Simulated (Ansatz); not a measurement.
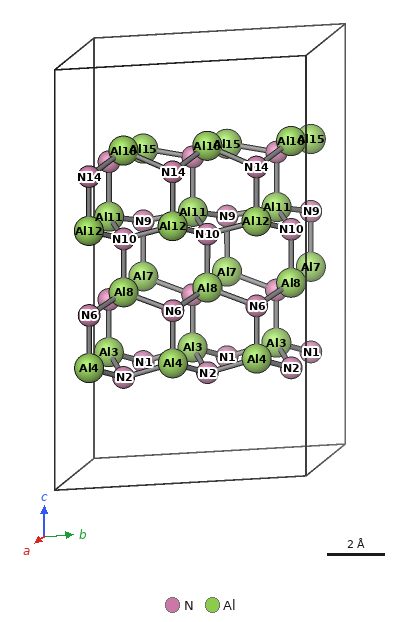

Figure 1. The structure as given in the input (ball-and-stick view of the 1 × 3 repeat of the cell, with the vacuum cut short, seen slightly off an axis; atoms are numbered from 1 in the order of the input). An atom can appear more than once, as a periodic image. Near neighbours in the periodic cell (some may lie outside the picture): N has 3 Al at 1.89 Å; Al has 4 N at 1.84 to 2.01 Å; N has 4 Al at 1.83 to 2.01 Å; Al has 3 N at 1.83 to 1.92 Å.

## Run report: AlN, single-point calculation

System: AlN (slab, 16 atoms in the cell).
Method: DFT, RPBE, plane waves, PAW, no spin polarisation (Ansatz 0.2.0).

The structure derives from an entry of the Crystallography Open Database. Figures and captions count atoms from 1; the log counts them from 0 in places.

The input
```yaml
crystal:
  lattice:
    - [6.2273852928, 0.0, 0.0]
    - [-1.5568463232, 2.6965369313, 0.0]
    - [0.0, 0.0, 23.0632484656]
  atoms:
    - { symbol: "N", position: [0.1666666667, 0.6666666667, 0.3251926983] }
    - { symbol: "N", position: [0.6666666667, 0.6666666667, 0.3251926983] }
    - { symbol: Al, position: [0.3333333333, 0.3333333333, 0.350693167] }
    - { symbol: Al, position: [0.8333333333, 0.3333333333, 0.350693167] }
    - { symbol: "N", position: [0.3333333333, 0.3333333333, 0.4332307432] }
    - { symbol: "N", position: [0.8333333333, 0.3333333333, 0.4332307432] }
    - { symbol: Al, position: [0.1666666667, 0.6666666667, 0.4587312119] }
    - { symbol: Al, position: [0.6666666667, 0.6666666667, 0.4587312119] }
    - { symbol: "N", position: [0.1654821419, 0.665557879, 0.545772368] }
    - { symbol: "N", position: [0.6679124025, 0.6680018694, 0.542454388] }
    - { symbol: Al, position: [0.3390705328, 0.3391494113, 0.5635210303] }
    - { symbol: Al, position: [0.8269276535, 0.3270165377, 0.5655720198] }
    - { symbol: "N", position: [0.3376206406, 0.3377113121, 0.6496504747] }
    - { symbol: "N", position: [0.828404226, 0.328519745, 0.6507845405] }
    - { symbol: Al, position: [0.1650667467, 0.6651685248, 0.6591216849] }
    - { symbol: Al, position: [0.6648945951, 0.6649937012, 0.680941824] }
kpoints:
  mp_grid: { grid: [3, 6, 1] }
hamiltonian:
  xc: rpbe
scf:
  occupations: { method: gaussian, width: 0.05 }
output:
  forces: true
  eigenvalues: true
efield:
  axis: 3
  dipole_correction: true
  ramp_width: 0.04
```

Machine: 2 threads of Intel Xeon (Sapphire Rapids), 32 GiB of memory available, shared host.

Run as:
```bash
ansatz run input.yaml --threads 2 --pin off --max-ram 5120MiB --backend cpu --events-out ev --progress --plain --runs-dir out
```

Output
```
Engine: ansatz 0.2.0, x86_64-unknown-linux-gnu
Pseudopotentials: kind: paw
Pseudopotential: N, paw, valence charge 5, recommended cutoff 420 eV (normal), N.paw.azcp
Pseudopotential: Al, paw, valence charge 3, recommended cutoff 420 eV (normal), Al.paw.azcp
Functional definition: RPBE
  parameter kappa = 0.804
  parameter beta = 0.06672455060314922
  exchange = rpbe_x(kappa = kappa, mu = beta*pi^2/3)
  correlation = pbe_c(beta = beta)
Crystal: 16 atoms, lattice volume = 387.287 Å³
Basis set: ecut = 420 eV, 7585 PW (Γ), exchange–correlation on 90×48×320 points (8 copies of the dense FFT grid, shifted against one another)
Bands: 48, of which v1, the nominal top of the filled ones, is band 32 counted from 1 (31 counted from 0)
Symmetry: 1 space group operations
Space group: P1 (ITA 1), of the structure as read, at distance tolerance 7.3e-5 Å
k-points: 10 of 18 (time reversal used)
Non-local potential: N, projectors of the file, l = 0: 2, l = 1: 2, l = 2: 1
Non-local potential: Al, projectors of the file, l = 0: 2, l = 1: 2, l = 2: 1
PAW form: soft (Blöchl's): semilocal exchange-correlation on the pseudo side does not see the compensation charge
PAW frozen core: N, regenerated for the run's functional, and the local potential with it (the file was generated under x = pbe(κ = 0.804, μ = 0.2195149727645171), c = pbe(β = 0.06672455060314922))
PAW frozen core: Al, regenerated for the run's functional, and the local potential with it (the file was generated under x = pbe(κ = 0.804, μ = 0.2195149727645171), c = pbe(β = 0.06672455060314922))
PAW one-centre angular grid: N, 110 points (default); XC on 64 Gauss nodes
PAW one-centre angular grid: Al, 110 points (default); XC on 64 Gauss nodes
Initial density: superposition of atomic densities (neutral atoms: chi_scale 0, normalization atom), corrected by the library's trained network
Initial wavefunctions: pseudopotential atomic-orbital guess
Functional: x = rpbe, c = pbe(β = 0.06672455060314922)
SCF iter   1: F=—  HF=-7421.789942 eV  |F-HF|=—  |Δ(HF+E_count)|=         —  Δρ=1.22e-2  dr2=9.36e0  ethr=1.77e-3  p=0.297 e·Å  D=1.39e-1 V/Å  ΔV_dip=-3.20 eV  dr2_dipole=6.54e0  V_vac-E_F(+/−)=4.07/7.27 eV  ⟨swp⟩=9.8  Hψ=3056  notcnv=0  defer=53
efield: sawtooth ramp at fractional position 0.9831 (placed from the atoms, in the widest stretch of the axis that holds none; the zero of the levels goes with the place), width 0.0400; the density the first Hamiltonian is built on has a dipole p = 0.297 e·Å; the dipole correction subtracts the counter field D = 1.39e-1 V/Å, which shifts the + side's vacuum level by -3.20 eV against the − side's; the planar-averaged density in the ramp window peaks in size at 6.4e-5 e/Å³
preconditioner: auto → LDOS  [metal: Δε(μ)=0.028 eV  Ē_g=11.785 eV  σ=0.050 eV  W_gap=0.30  n_scr=42 (ndim 8)  ℏωp=15.1 eV  f_vac=0.487  D(μ)=13.55/eV (n_scr^D=116)  β→1.0]
SCF iter   2: F=—  HF=-7421.613815 eV  |F-HF|=—  |Δ(HF+E_count)|=   1.76e-1  Δρ=6.08e-3  dr2=1.44e0  ethr=1.77e-3  p=0.305 e·Å  D=1.42e-1 V/Å  ΔV_dip=-3.29 eV  dr2_dipole=9.82e-1  V_vac-E_F(+/−)=4.15/7.43 eV  ⟨swp⟩=2.7  Hψ=644  notcnv=0  defer=81
SCF iter   3: F=—  HF=-7421.645324 eV  |F-HF|=—  |Δ(HF+E_count)|=   3.15e-2  Δρ=2.80e-3  dr2=1.24e-1  ethr=1.77e-3  p=0.312 e·Å  D=1.46e-1 V/Å  ΔV_dip=-3.36 eV  dr2_dipole=4.59e-2  V_vac-E_F(+/−)=4.16/7.52 eV  ⟨swp⟩=2.2  Hψ=475  notcnv=0  defer=81
SCF iter   4: F=—  HF=-7421.642068 eV  |F-HF|=—  |Δ(HF+E_count)|=   3.26e-3  Δρ=2.25e-3  dr2=9.83e-2  ethr=1.94e-4  p=0.313 e·Å  D=1.46e-1 V/Å  ΔV_dip=-3.37 eV  dr2_dipole=4.55e-2  V_vac-E_F(+/−)=4.15/7.52 eV  ⟨swp⟩=2.6  Hψ=502  notcnv=0  defer=81
SCF iter   5: F=—  HF=-7421.640395 eV  |F-HF|=—  |Δ(HF+E_count)|=   1.67e-3  Δρ=1.94e-3  dr2=6.84e-2  ethr=1.54e-4  p=0.315 e·Å  D=1.47e-1 V/Å  ΔV_dip=-3.40 eV  dr2_dipole=4.00e-2  V_vac-E_F(+/−)=4.14/7.53 eV  ⟨swp⟩=2.0  Hψ=573  notcnv=0  defer=83
SCF iter   6: F=—  HF=-7421.638678 eV  |F-HF|=—  |Δ(HF+E_count)|=   1.72e-3  Δρ=1.54e-3  dr2=5.34e-2  ethr=1.07e-4  p=0.318 e·Å  D=1.49e-1 V/Å  ΔV_dip=-3.43 eV  dr2_dipole=3.23e-2  V_vac-E_F(+/−)=4.13/7.56 eV  ⟨swp⟩=1.5  Hψ=455  notcnv=0  defer=83
SCF iter   7: F=—  HF=-7421.636492 eV  |F-HF|=—  |Δ(HF+E_count)|=   2.19e-3  Δρ=1.19e-3  dr2=3.54e-2  ethr=8.34e-5  p=0.321 e·Å  D=1.50e-1 V/Å  ΔV_dip=-3.46 eV  dr2_dipole=2.40e-2  V_vac-E_F(+/−)=4.11/7.57 eV  ⟨swp⟩=1.4  Hψ=409  notcnv=0  defer=83
SCF iter   8: F=—  HF=-7421.633950 eV  |F-HF|=—  |Δ(HF+E_count)|=   2.54e-3  Δρ=9.42e-4  dr2=2.24e-2  ethr=5.53e-5  p=0.331 e·Å  D=1.54e-1 V/Å  ΔV_dip=-3.56 eV  dr2_dipole=1.47e-2  V_vac-E_F(+/−)=4.01/7.58 eV  ⟨swp⟩=1.4  Hψ=409  notcnv=0  defer=83
SCF iter   9: F=—  HF=-7421.632576 eV  |F-HF|=—  |Δ(HF+E_count)|=   1.37e-3  Δρ=6.59e-4  dr2=1.34e-2  ethr=3.50e-5  p=0.335 e·Å  D=1.57e-1 V/Å  ΔV_dip=-3.61 eV  dr2_dipole=9.30e-3  V_vac-E_F(+/−)=3.97/7.58 eV  ⟨swp⟩=1.4  Hψ=424  notcnv=0  defer=83
SCF iter  10: F=—  HF=-7421.631276 eV  |F-HF|=—  |Δ(HF+E_count)|=   1.30e-3  Δρ=2.89e-4  dr2=5.33e-3  ethr=2.10e-5  p=0.348 e·Å  D=1.63e-1 V/Å  ΔV_dip=-3.75 eV  dr2_dipole=3.85e-3  V_vac-E_F(+/−)=3.83/7.58 eV  ⟨swp⟩=1.6  Hψ=465  notcnv=0  defer=83
SCF iter  11: F=—  HF=-7421.631199 eV  |F-HF|=—  |Δ(HF+E_count)|=   7.64e-5  Δρ=1.57e-4  dr2=1.22e-4  ethr=8.33e-6  p=0.346 e·Å  D=1.62e-1 V/Å  ΔV_dip=-3.73 eV  dr2_dipole=3.99e-5  V_vac-E_F(+/−)=3.85/7.58 eV  ⟨swp⟩=1.6  Hψ=512  notcnv=0  defer=81
SCF iter  12: F=—  HF=-7421.631346 eV  |F-HF|=—  |Δ(HF+E_count)|=   1.47e-4  Δρ=2.95e-4  dr2=5.13e-3  ethr=1.91e-7  p=0.348 e·Å  D=1.63e-1 V/Å  ΔV_dip=-3.75 eV  dr2_dipole=3.70e-3  V_vac-E_F(+/−)=3.83/7.58 eV  ⟨swp⟩=2.7  Hψ=755  notcnv=0  defer=81
SCF iter  13: F=—  HF=-7421.631275 eV  |F-HF|=—  |Δ(HF+E_count)|=   7.08e-5  Δρ=1.58e-4  dr2=1.53e-3  ethr=1.91e-7  p=0.347 e·Å  D=1.62e-1 V/Å  ΔV_dip=-3.74 eV  dr2_dipole=1.10e-3  V_vac-E_F(+/−)=3.83/7.57 eV  ⟨swp⟩=1.4  Hψ=422  notcnv=0  defer=81
SCF iter  14: F=—  HF=-7421.631268 eV  |F-HF|=—  |Δ(HF+E_count)|=   7.55e-6  Δρ=1.32e-4  dr2=1.20e-3  ethr=1.91e-7  p=0.347 e·Å  D=1.62e-1 V/Å  ΔV_dip=-3.74 eV  dr2_dipole=8.61e-4  V_vac-E_F(+/−)=3.84/7.57 eV  ⟨swp⟩=1.3  Hψ=456  notcnv=0  defer=81
SCF iter  15: F=—  HF=-7421.631235 eV  |F-HF|=—  |Δ(HF+E_count)|=   3.28e-5  Δρ=3.90e-5  dr2=1.10e-5  ethr=1.91e-7  p=0.346 e·Å  D=1.62e-1 V/Å  ΔV_dip=-3.72 eV  dr2_dipole=4.57e-6  V_vac-E_F(+/−)=3.85/7.57 eV  ⟨swp⟩=1.0  Hψ=399  notcnv=0  defer=81
SCF iter  16: F=—  HF=-7421.631128 eV  |F-HF|=—  |Δ(HF+E_count)|=   1.07e-4  Δρ=5.64e-5  dr2=2.07e-4  ethr=1.71e-8  p=0.346 e·Å  D=1.62e-1 V/Å  ΔV_dip=-3.73 eV  dr2_dipole=1.47e-4  V_vac-E_F(+/−)=3.84/7.57 eV  ⟨swp⟩=2.4  Hψ=752  notcnv=0  defer=81
SCF iter  17: F=—  HF=-7421.631124 eV  |F-HF|=—  |Δ(HF+E_count)|=   4.53e-6  Δρ=1.53e-5  dr2=1.96e-5  ethr=1.71e-8  p=0.346 e·Å  D=1.62e-1 V/Å  ΔV_dip=-3.73 eV  dr2_dipole=1.30e-5  V_vac-E_F(+/−)=3.84/7.57 eV  ⟨swp⟩=1.4  Hψ=411  notcnv=0  defer=81
SCF iter  18: F=—  HF=-7421.631124 eV  |F-HF|=—  |Δ(HF+E_count)|=   1.91e-7  Δρ=7.25e-6  dr2=2.25e-6  ethr=1.71e-8  p=0.346 e·Å  D=1.62e-1 V/Å  ΔV_dip=-3.73 eV  dr2_dipole=1.39e-6  V_vac-E_F(+/−)=3.85/7.57 eV  ⟨swp⟩=1.5  Hψ=443  notcnv=0  defer=81
SCF iter  19: F=—  HF=-7421.631123 eV  |F-HF|=—  |Δ(HF+E_count)|=   1.37e-7  Δρ=3.10e-6  dr2=1.34e-7  ethr=3.51e-9  p=0.346 e·Å  D=1.62e-1 V/Å  ΔV_dip=-3.73 eV  dr2_dipole=3.63e-8  V_vac-E_F(+/−)=3.85/7.57 eV  ⟨swp⟩=1.8  Hψ=565  notcnv=0  defer=81
SCF iter  20: F=-7421.631124 eV  HF=-7421.631123 eV  |F-HF|=1.08e-7  |Δ(HF+E_count)|=   4.13e-8  Δρ=1.83e-6  dr2=3.97e-8  ethr=1.56e-10  p=0.346 e·Å  D=1.62e-1 V/Å  ΔV_dip=-3.73 eV  dr2_dipole=2.17e-8  V_vac-E_F(+/−)=3.85/7.57 eV  ⟨swp⟩=24.9  Hψ=3776  notcnv=0
SCF 1 converged in 20 iterations: F = -7421.631124 eV  dr2 = 3.97e-8
  greatest PAW one-centre occupation: 0.804 electrons in one spin orbital (limit 2), on the N atom at site 1 (counted from 0), in its partial waves of l = 0
```

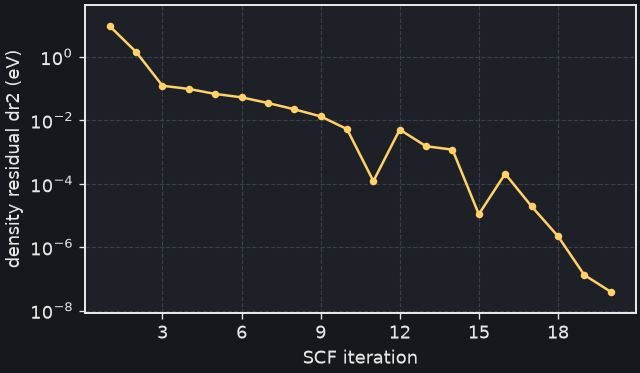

Figure 2. Convergence of the self-consistent field: density residual dr2 against the SCF iteration. The residual falls unevenly and jumps up by a factor of two or more 2 times on the way down.

```
SCF converged after 20 iterations
Free energy (F): -7421.631124 eV
Harris-Foulkes:  -7421.631123 eV  (|F-HF|=1.08e-7)
Internal energy: -7421.610870 eV  (E = F + TS)
E sigma→0 (E₀):  -7421.620997 eV
Entropy (-TS):   -0.020253 eV (-1.266 meV/atom)
Fermi energy:    0.847911 eV
Dipole field:    D = 0.161683 V/Å  (p = 0.346048 e·Å, saw-weighted, corrected)
Work function:   Φ+ = 3.8441 eV   Φ− = 7.5731 eV
Levels:          The Fermi level and band energies are counted from a zero that moves with the ramp; work functions are not
--- Per-component energies (eV) ---
  E_band       = -396.605631
  E_kinetic    = 1263.431542
  E_local      = -29805.352076  (includes V_loc(G=0)·N_el)
  E_nonlocal   = 436.989803
  E_hartree    = 14370.462524
  E_xc         = -811.502222
  E_vxc        = -855.700722  (∫ρ·V_xc dr)
  E_paw        = -4791.519926  (= ΣΔE_a)
  E_vpaw       = -178.461263  (= ΣTr[D̂ρ^β])
  E_aug_tail   = 0.000776  (compensation charges beyond the density's cutoff)
  E_efield     = 0.027975  (sawtooth field / dipole correction)
  E_vefield    = 1.565222  (∫n·V_field dr)
  E_ewald      = 11916.135150
  E_core_change = -0.284416  (= ΣΔE_core)
  E_smearing   = -0.020253  (= −TS)
  E_closure    = -0.000000  (closes the sum)
  Σ components = -7421.631124   (vs F -7421.631124, Δ=0.00e0)
--- Forces (eV/Å), atoms counted from 1 ---
  atom   1  N      0.01661159     0.00955977     1.86374210
  atom   2  N     -0.01874030    -0.01084365     1.85703715
  atom   3  Al    -0.00998680    -0.00572517    -2.97894222
  atom   4  Al     0.00861268     0.00502144    -2.88617647
  atom   5  N     -0.05206225    -0.02994418     2.35299998
  atom   6  N      0.05566338     0.03234834     2.11989857
  atom   7  Al    -0.13456420    -0.07718401    -1.44166844
  atom   8  Al     0.13178930     0.07666346    -1.62107019
  atom   9  N     -0.00534933    -0.00325365     0.03640836
  atom  10  N      0.00939080     0.00474779     0.04958807
  atom  11  Al    -0.00749965    -0.00444227    -0.05741074
  atom  12  Al     0.00825087     0.00473568    -0.02877316
  atom  13  N     -0.00335920    -0.00109891     0.19085529
  atom  14  N      0.02062820     0.01100843     0.11307061
  atom  15  Al    -0.00770258    -0.00539591     0.07354175
  atom  16  Al    -0.01168307    -0.00620262     0.35677618
  max |Σ_I F_I| component: 1.23e-4 eV/Å
--- Band table (eV; the first three rows and the last of 10) ---
  k-point 0: bands = ["-17.3530", "-16.2451", "-15.5878", "-15.1274", "-14.9382", "-13.6676", "-12.3827", "-11.1991", "-8.0646", "-7.4922", "-7.2390", "-5.9406", "-5.3541", "-4.8623", "-4.4946", "-3.7941", "-3.7428", "-3.6557", "-3.2871", "-3.2576", "-3.1995", "-2.8733", "-2.8574", "-2.1621", "-2.0575", "-1.2986", "-1.2955", "-0.3298", "0.2166", "0.2459", "0.6955", "0.9867", "0.9867", "1.8682", "3.1162", "3.1771", "3.9753", "4.1682", "4.5258", "4.9736", "5.3933", "6.0319", "6.5234", "6.5864", "7.3290", "7.6417", "8.0777", "8.3081"]
  k-point 1: bands = ["-17.0332", "-15.9901", "-15.6218", "-15.1101", "-14.6737", "-13.6775", "-12.1242", "-11.2046", "-7.5969", "-7.1064", "-6.8770", "-5.8208", "-5.4954", "-5.2003", "-4.9216", "-4.5450", "-4.4116", "-3.9424", "-3.6783", "-3.5368", "-3.3728", "-3.1015", "-3.0524", "-2.9297", "-2.4151", "-1.8399", "-1.5377", "-0.5239", "-0.2149", "0.2290", "0.4502", "0.7762", "0.8405", "2.1382", "3.8498", "4.0924", "4.5822", "4.7260", "5.1044", "5.5373", "6.1864", "6.4690", "6.7967", "6.9908", "7.2369", "7.4836", "7.6858", "7.7747"]
  k-point 2: bands = ["-16.2485", "-15.6491", "-15.3757", "-15.0959", "-14.0532", "-13.6731", "-11.5367", "-11.2046", "-7.5662", "-7.1441", "-6.9758", "-6.6301", "-5.8885", "-5.6620", "-5.1738", "-4.9334", "-4.7744", "-4.4440", "-4.1049", "-3.8306", "-3.5921", "-3.4273", "-3.3530", "-3.0433", "-2.9154", "-1.9654", "-1.8450", "-1.7064", "-0.5239", "0.3926", "0.6380", "0.8399", "0.9710", "2.1623", "3.6488", "4.0919", "4.4144", "4.7377", "5.1047", "5.2336", "6.1397", "6.3299", "6.8549", "6.9456", "7.2063", "7.3700", "7.5471", "7.8699"]
  k-point 9: bands = ["-17.0332", "-15.9901", "-15.6218", "-15.1101", "-14.6737", "-13.6775", "-12.1242", "-11.2046", "-7.5969", "-7.1064", "-6.8770", "-5.8208", "-5.4954", "-5.2004", "-4.9216", "-4.5450", "-4.4117", "-3.9425", "-3.6781", "-3.5367", "-3.3729", "-3.1014", "-3.0524", "-2.9296", "-2.4152", "-1.8400", "-1.5377", "-0.5239", "-0.2149", "0.2290", "0.4502", "0.7762", "0.8405", "2.1382", "3.8498", "4.0925", "4.5823", "4.7260", "5.1045", "5.5372", "6.1864", "6.4690", "6.7967", "6.9907", "7.2368", "7.4834", "7.6857", "7.7750"]
```

Results in brief

| quantity | value |
| --- | --- |
| outcome | converged |
| electrons treated | 64 |
| free energy | −7421.6311 eV |
| Fermi energy | 0.848 eV |
| gap on the k-point mesh | none (metallic) |
| largest force (length of the vector) | 2.979 eV/Å |
| wall time | 9.8 s (CPU time 19 s) |
| peak memory | 0.67 GiB |

Remarks

Settings chosen away from the usual ones: kpoints.mp_grid.grid set to [3, 6, 1] (from [5, 9, 1]); hamiltonian.xc set to rpbe (from pbesol); basis.ecutwfc removed. These settings are looser than, or depart from, a standard set-up, so the numbers are not reference values for this system.
